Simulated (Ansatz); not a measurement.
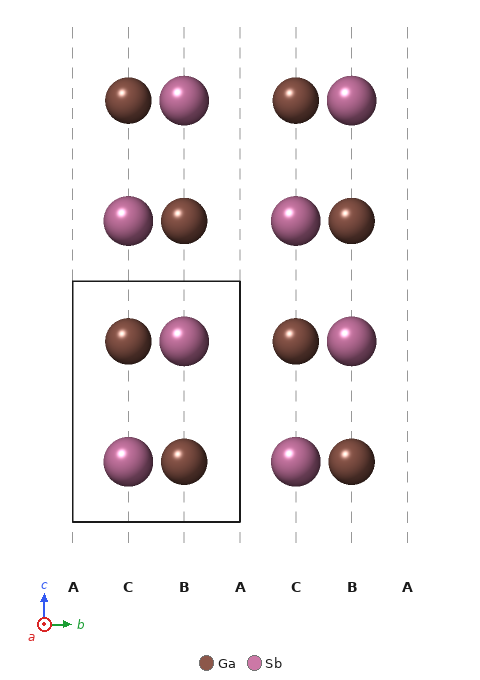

The picture looks along a close-packed row of the hexagonal mesh; c points upwards. The dashed lines mark the three columns A (0, 0), B (1/3, 2/3) and C (2/3, 1/3). The sequence starts with the first layer at or above the cell's origin.

GaSb (space group P6_3/mmc, No. 194): coordinates from a relaxation with DFT, PBE, plane waves, PAW (Ansatz); the starting structure was generated, so it need not be a known form of this composition.

**List the layers of one repeat.**

Ga(B)+Sb(C) – Sb(B)+Ga(C) (two layers in 5.94 Å).

Heights of the layers:

| layer | atoms (column) | height (Å) | to next (Å) |
| --- | --- | --- | --- |
| 1 | Ga(B)+Sb(C) | 1.49 | 2.97 |
| 2 | Sb(B)+Ga(C) | 4.46 | 2.97 |
